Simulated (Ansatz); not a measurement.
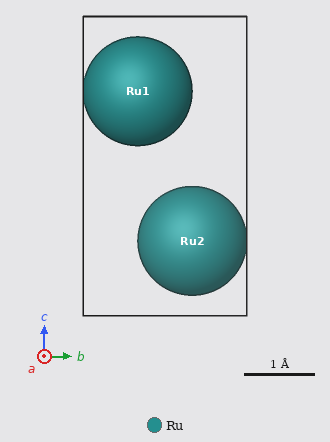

Fig. 1: The structure of the first run (spheres-only view of the cell of the calculation, along the a axis; atoms are numbered from 1 in the order of the input).

# Two runs on Ru

System: Ru (2 atoms in the cell).
Method of the first run: Kohn-Sham DFT of a periodic cell, LDA, Ansatz PAW, no spin polarisation (Ansatz 0.2.0).

The structure derives from an entry of the Crystallography Open Database. Text and figures count atoms from 1; the logs count them from 0 in places.

**Input, the first run**
```yaml
crystal:
  lattice:
    - [2.7058, 0.0, 0.0]
    - [-1.3529, 2.3432915376, 0.0]
    - [0.0, 0.0, 4.2819]
  atoms:
    - { symbol: Ru, position: [0.6666666667, 0.3333333333, 0.75] }
    - { symbol: Ru, position: [0.3333333333, 0.6666666667, 0.25] }
hamiltonian:
  xc: lda
  pseudopotentials: { kind: paw }
kpoints:
  mp_grid: { grid: [11, 11, 6] }
scf:
  occupations: { method: fermi_dirac, width: 0.05 }
output:
  forces: true
  stress: true
  eigenvalues: true
relax:
  f_tol: 0.01
  max_steps: 40
  cell: { stress_tol: 0.05 }
```

Launched with:
```bash
ansatz run input.yaml --threads 2 --pin off --max-ram 5632MiB --backend cpu --events-out ev --progress --plain --runs-dir out
```

Hardware: 2 threads of Arm Neoverse V2, 24 GiB of memory available, shared host.

**Output, shortened to warnings, some set-up lines, iterations and results (the first run)**
```
Basis set: ecut = 420 eV, 537 PW (Γ)
Symmetry: 24 space group operations
k-points: 64 of 726
Initial density: superposition of atomic densities (neutral atoms: chi_scale 0, normalization atom), corrected by the library's trained network
[...]
SCF iter   1: F=—  HF=-11516.549070 eV  |F-HF|=—  |Δ(HF+E_count)|=         —  Δρ=1.01e-2  dr2=1.26e-2  ethr=1.77e-3  ⟨swp⟩=5.1  Hψ=5038  notcnv=0
SCF iter   2: F=—  HF=-11516.548026 eV  |F-HF|=—  |Δ(HF+E_count)|=   1.04e-3  Δρ=5.40e-3  dr2=3.30e-3  ethr=3.93e-5  ⟨swp⟩=2.8  Hψ=2511  notcnv=0
SCF iter   3: F=—  HF=-11516.547587 eV  |F-HF|=—  |Δ(HF+E_count)|=   4.39e-4  Δρ=2.89e-4  dr2=8.91e-6  ethr=1.03e-5  ⟨swp⟩=2.0  Hψ=1770  notcnv=0
SCF iter   4: F=—  HF=-11516.547589 eV  |F-HF|=—  |Δ(HF+E_count)|=   2.30e-6  Δρ=7.13e-5  dr2=4.50e-7  ethr=2.78e-8  ⟨swp⟩=2.0  Hψ=2312  notcnv=0
SCF iter   5: F=-11516.547590 eV  HF=-11516.547590 eV  |F-HF|=1.57e-8  |Δ(HF+E_count)|=   6.35e-7  Δρ=1.42e-5  dr2=2.24e-8  ethr=1.41e-9  ⟨swp⟩=2.5  Hψ=2174  notcnv=0
[... 41 lines ...]
SCF iter   6: F=-11516.586107 eV  HF=-11516.586107 eV  |F-HF|=3.64e-12  |Δ(HF+E_count)|=    0.00e0  Δρ=5.07e-9  dr2=2.17e-15  ethr=1.00e-12  ⟨swp⟩=1.0  Hψ=1280  notcnv=0
SCF iter   7: F=-11516.586107 eV  HF=-11516.586107 eV  |F-HF|=0.00e0  |Δ(HF+E_count)|=    0.00e0  Δρ=2.04e-9  dr2=5.63e-16  ethr=1.00e-12  ⟨swp⟩=1.0  Hψ=1280  notcnv=0
SCF iter   8: F=-11516.586107 eV  HF=-11516.586107 eV  |F-HF|=3.64e-12  |Δ(HF+E_count)|=    0.00e0  Δρ=3.10e-10  dr2=1.37e-17  ethr=1.00e-12  ⟨swp⟩=2.0  Hψ=3716  notcnv=0
SCF 6 converged in 8 iterations: F = -11516.586107 eV  dr2 = 1.37e-17
relax step   6: F+E_penalty+E_count = -11516.58610720 eV  Δ(F+E_penalty+E_count) = +1.484e-4 eV  max|allowed force component| = 2.197e-17 eV/Å  Δτ_max = 0.0000 Å  P = -0.006 …
basis re-selected at this cell: Δ(F+E_penalty+E_count) = +1.484e-4 eV, ΔP = -0.004 GPa vs the last step (what re-selecting the basis moved, of the pressure what is left beyond the Pulay correction that the steps carried, after the strain that the cell walked since its last selection, with what the …
SCF converged after 8 iterations
Free energy (F): -11516.586107 eV
Harris-Foulkes:  -11516.586107 eV  (|F-HF|=3.64e-12)
Internal energy: -11516.570109 eV  (E = F + TS)
E sigma→0 (E₀):  -11516.578108 eV
Entropy (-TS):   -0.015999 eV (-7.999 meV/atom)
Fermi energy:    24.213254 eV
--- Per-component energies (eV) ---
  E_band       = -83.748135
  E_kinetic    = 1031.567793
  E_local      = -2448.860179  (includes V_loc(G=0)·N_el)
  E_nonlocal   = 696.740338
  E_hartree    = 782.858118
  E_xc         = -380.346543
  E_vxc        = -479.474908  (∫ρ·V_xc dr)
  E_paw        = -6682.661324  (= ΣΔE_a)
  E_vpaw       = -449.436914  (= ΣTr[D̂ρ^β])
  E_aug_tail   = -0.000501  (compensation charges beyond the density's cutoff)
  E_ewald      = -4517.011181
  E_core_change = 1.143370  (= ΣΔE_core)
  E_smearing   = -0.015999  (= −TS)
  E_closure    = -0.000000  (closes the sum)
  Σ components = -11516.586107   (vs F -11516.586107, Δ=0.00e0)
--- Forces (eV/Å), atoms counted from 1 ---
  atom   1  Ru    -0.00000000     0.00000000     0.00000000
  atom   2  Ru     0.00000000    -0.00000000    -0.00000000
  max |Σ_I F_I| component: 4.63e-18 eV/Å
--- Stress (GPa, compression-positive) ---
       -0.008425       0.000000       0.000000
        0.000000      -0.008425       0.000000
        0.000000       0.000000      -0.000331
  P = ⅓ Tr σ = -0.0057 GPa (-0.057 kbar)
--- Relaxed structure (5 steps of the walk, 4 accepted, 1 SCFs on fresh bases) ---
  F+E_penalty+E_count = -11516.58610720 eV   max|allowed force component| = 2.197e-17 eV/Å   (the final SCF, on the basis selected at the relaxed cell)
  cell:  # Å, volume = 26.1773 Å³
    - [2.6732581369721977, 1.84946190124264e-33, 1.7338705324149748e-34]
    - [-1.3366290684860989, 2.3151094574913835, -1.0497829195208284e-18]
[...]
```

The second run used a changed input.

**The two runs side by side**

| quantity | the first run | the second run |
| --- | --- | --- |
| outcome | converged | converged |
| free energy per atom (eV) | −5758.2931 | −5892.4392 |
| energy per atom, smearing taken to zero (eV) | −5758.2891 | −5892.4346 |
| gap on the mesh (eV) | 0.00 | 0.00 |
| pressure (GPa) | −0.01 | 0.03 |
| volume per atom (Å³) | 13.09 | 14.42 |
| largest force (eV/Å) | 0.000 | 0.000 |
| SCF iterations | 39 | 39 |
| irreducible k-points | 64 | 64 |
| wall time (shared host) | 5.4 s | 5.6 s |

Which change of the input explains these differences?

The change (lines with − go, lines with + come):
```diff
-  xc: lda
+  xc: blyp
```

The total energies belong to different methods, so their difference says nothing on which is more stable or more accurate. The volume per atom goes from 13.09 to 14.42 Å³. The functional changes from LDA to BLYP. The number of SCF iterations is the same.

**Output, shortened to warnings, some set-up lines, iterations and results (the second run)**
```
Basis set: ecut = 420 eV, 537 PW (Γ), exchange–correlation on 40×40×60 points (8 copies of the dense FFT grid, shifted against one another)
Symmetry: 24 space group operations
k-points: 64 of 726
Initial density: superposition of atomic densities (neutral atoms: chi_scale 0, normalization atom), corrected by the library's trained network
[...]
SCF iter   1: F=—  HF=-11784.798861 eV  |F-HF|=—  |Δ(HF+E_count)|=         —  Δρ=1.71e-2  dr2=7.16e-2  ethr=1.77e-3  ⟨swp⟩=5.1  Hψ=5063  notcnv=0
SCF iter   2: F=—  HF=-11784.788075 eV  |F-HF|=—  |Δ(HF+E_count)|=   1.08e-2  Δρ=9.43e-3  dr2=2.12e-2  ethr=2.24e-4  ⟨swp⟩=2.0  Hψ=2024  notcnv=0  defer=2
SCF iter   3: F=—  HF=-11784.784665 eV  |F-HF|=—  |Δ(HF+E_count)|=   3.41e-3  Δρ=9.66e-4  dr2=1.04e-4  ethr=6.63e-5  ⟨swp⟩=2.0  Hψ=2051  notcnv=0  defer=2
SCF iter   4: F=—  HF=-11784.784691 eV  |F-HF|=—  |Δ(HF+E_count)|=   2.59e-5  Δρ=1.55e-4  dr2=3.07e-6  ethr=3.24e-7  ⟨swp⟩=2.7  Hψ=2154  notcnv=0  defer=2
SCF iter   5: F=—  HF=-11784.784680 eV  |F-HF|=—  |Δ(HF+E_count)|=   1.12e-5  Δρ=4.02e-5  dr2=1.09e-7  ethr=9.58e-9  ⟨swp⟩=2.0  Hψ=2295  notcnv=0  defer=2
[... 41 lines ...]
SCF iter   7: F=-11784.878337 eV  HF=-11784.878337 eV  |F-HF|=3.64e-12  |Δ(HF+E_count)|=  3.64e-12  Δρ=8.27e-9  dr2=9.40e-15  ethr=1.00e-12  ⟨swp⟩=1.0  Hψ=1280  notcnv=0
SCF iter   8: F=-11784.878337 eV  HF=-11784.878337 eV  |F-HF|=3.64e-12  |Δ(HF+E_count)|=    0.00e0  Δρ=7.76e-10  dr2=8.72e-17  ethr=1.00e-12  ⟨swp⟩=1.0  Hψ=1280  notcnv=0
SCF iter   9: F=-11784.878337 eV  HF=-11784.878337 eV  |F-HF|=5.46e-12  |Δ(HF+E_count)|=  5.46e-12  Δρ=1.76e-10  dr2=2.44e-18  ethr=1.00e-12  ⟨swp⟩=2.0  Hψ=3626  notcnv=0
SCF 6 converged in 9 iterations: F = -11784.878337 eV  dr2 = 2.44e-18
relax step   6: F+E_penalty+E_count = -11784.87833654 eV  Δ(F+E_penalty+E_count) = -6.002e-4 eV  max|allowed force component| = 1.850e-17 eV/Å  Δτ_max = 0.0000 Å  P = +0.032 …
basis re-selected at this cell: Δ(F+E_penalty+E_count) = -6.002e-4 eV, ΔP = +0.034 GPa vs the last step (what re-selecting the basis moved, of the pressure what is left beyond the Pulay correction that the steps carried, after the strain that the cell walked since its last selection, with what the …
SCF converged after 9 iterations
Free energy (F): -11784.878337 eV
Harris-Foulkes:  -11784.878337 eV  (|F-HF|=5.46e-12)
Internal energy: -11784.860242 eV  (E = F + TS)
E sigma→0 (E₀):  -11784.869289 eV
Entropy (-TS):   -0.018095 eV (-9.047 meV/atom)
Fermi energy:    22.285622 eV
--- Per-component energies (eV) ---
  E_band       = -136.963074
  E_kinetic    = 1027.176489
  E_local      = -2649.944741  (includes V_loc(G=0)·N_el)
  E_nonlocal   = 686.647802
  E_hartree    = 854.334916
  E_xc         = -373.605998
  E_vxc        = -468.198270  (∫ρ·V_xc dr)
  E_paw        = -6956.174192  (= ΣΔE_a)
  E_vpaw       = -441.313772  (= ΣTr[D̂ρ^β])
  E_aug_tail   = -0.000414  (compensation charges beyond the density's cutoff)
  E_ewald      = -4373.472254
  E_core_change = 0.178150  (= ΣΔE_core)
  E_smearing   = -0.018095  (= −TS)
  E_closure    = 0.000000  (closes the sum)
  Σ components = -11784.878337   (vs F -11784.878337, Δ=0.00e0)
--- Forces (eV/Å), atoms counted from 1 ---
  atom   1  Ru    -0.00000000    -0.00000000    -0.00000000
  atom   2  Ru     0.00000000     0.00000000     0.00000000
  max |Σ_I F_I| component: 9.25e-18 eV/Å
--- Stress (GPa, compression-positive) ---
        0.029934       0.000000      -0.000000
        0.000000       0.029934      -0.000000
       -0.000000      -0.000000       0.034803
  P = ⅓ Tr σ = 0.0316 GPa (0.316 kbar)
--- Relaxed structure (5 steps of the walk, 5 accepted, 1 SCFs on fresh bases) ---
  F+E_penalty+E_count = -11784.87833654 eV   max|allowed force component| = 1.850e-17 eV/Å   (the final SCF, on the basis selected at the relaxed cell)
  cell:  # Å, volume = 28.8379 Å³
    - [2.7636740183272592, 8.091395817936548e-34, 4.6236547531066e-34]
    - [-1.3818370091636296, 2.3934119076504268, 1.715490862441429e-18]
    - [7.3168849461001905e-34, 3.1347189225434906e-18, 4.359725203275179]
  atoms:
    - { symbol: Ru, position: [0.6666666666666666, 0.33333333333333337, 0.75] }
    - { symbol: Ru, position: [0.33333333333333337, 0.6666666666666667, 0.24999999999999997] }
```

For the second run: Points of doubt noted for this run: forces on files of another functional.
